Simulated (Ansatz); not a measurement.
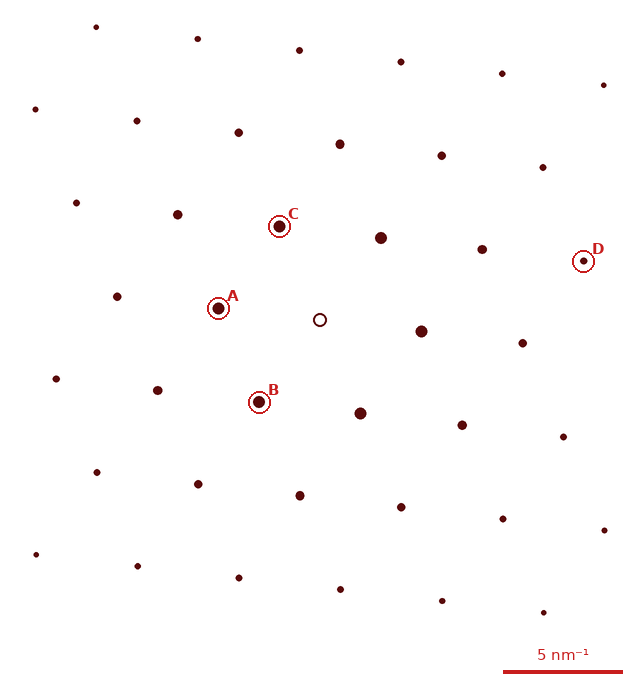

Kinematic zone-axis pattern, calculated for 80 keV electrons with B = 0.5 Å². The zone axis points towards the electron source and the pattern is seen from the source side.

Crystal: W, space group P6/mmm (No. 191), a = 4.64 Å, c = 2.58 Å (hexagonal axes). Structure: the geometry relaxed with Ansatz 0.2.0, DFT, PBEsol, plane waves (420 eV) with PAW, scalar-relativistic; the starting structure was generated, so it need not be a known form of this composition.

Spot A is indexed -2 1 0 and spot B -1 -1 0.

> Index the other marked spots.

C = A − B = -1 2 0 (d = 2.321 Å). D = −2A − B = 5 -1 0 (d = 0.877 Å).

> Find the zone axis.

The cross product of A and B is parallel to [001]; every spot obeys hu + kv + lw = 0.
